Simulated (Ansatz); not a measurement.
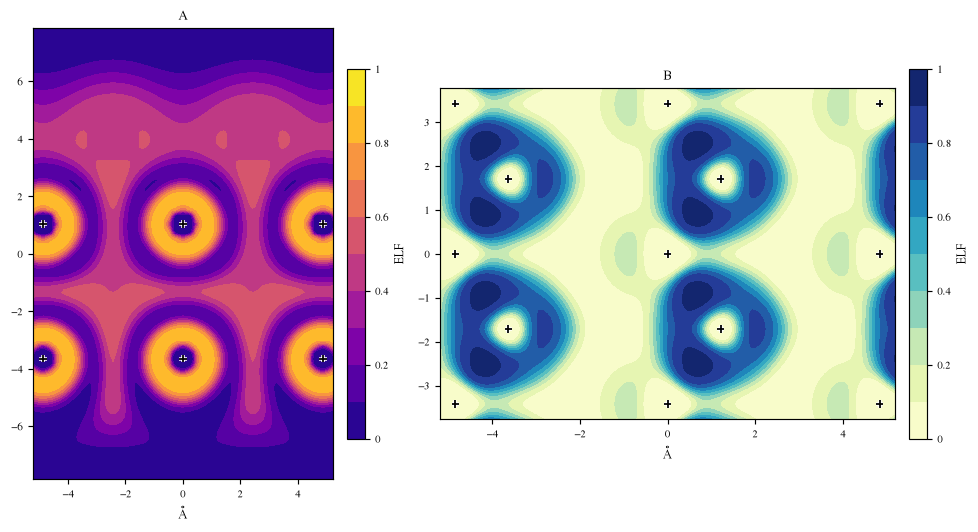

The electron localisation function of 2 systems, each on a plane through atoms (crosses mark nuclei in the plane).

Computed with Ansatz, DFT PBEsol, scalar-relativistic, plane waves, PAW.

System 1: Ba (slab), the (100) plane of the calculation cell, a cut from vacuum to vacuum. 

System 2: BeS, the (101) plane of the conventional cell. Space group F-43m.

> Match each panel to its system.

Panel A is system 1, Ba: the plane holds Ba. Panel B is system 2, BeS: the plane holds Be and S. Be–S (2.09 Å): the ELF peaks at about 0.95 between the atoms (a shared but strongly polarised pair).
